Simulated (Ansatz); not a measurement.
Structure data:

```yaml
crystal:
  lattice:
    - [3.03745, 0.00000, 0.00000]
    - [0.00000, 32.24275, 0.00000]
    - [0.00000, 0.00000, 4.63208]
  atoms:
    - { symbol: P, position: [0.00000, 0.47026, 0.59215] }
    - { symbol: P, position: [0.00000, 0.52974, 0.40785] }
    - { symbol: P, position: [0.50000, 0.52974, 0.09215] }
    - { symbol: P, position: [0.50000, 0.47026, 0.90785] }
```

### Give a crystallographic description of this input.

The element is phosphorus. The cell holds four atoms. P is coordinated by three P in a trigonal pyramidal arrangement at 2.10 to 2.11 Å. The bonds build P layers parallel to (010).

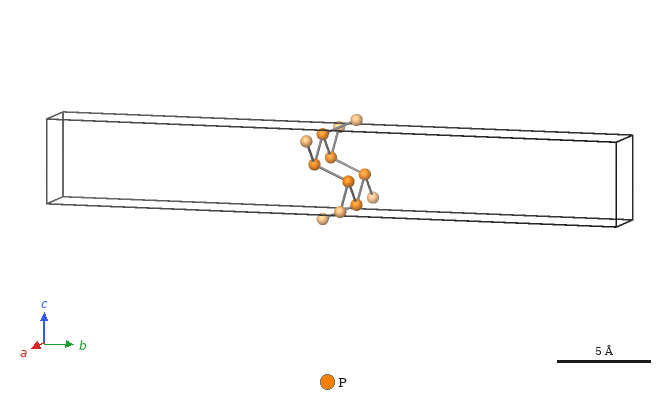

Ball-and-stick representation of a periodic structure, projected slightly off an axis. One simulation cell is outlined, and atoms on its boundary appear in each equivalent place. Neighbours across the faces are drawn wherever a bond reaches them, in fainter colours. Colours: phosphorus orange.

The initial geometry was a structure listed in the Materials Project. The cell was then strained or its atoms displaced on purpose. It went into a calculation with Ansatz.

At this level of theory the run's own cell isn't at rest (forces up to 1.9 eV/Å), so its distances can differ from those at equilibrium, the more so the softer the solid.
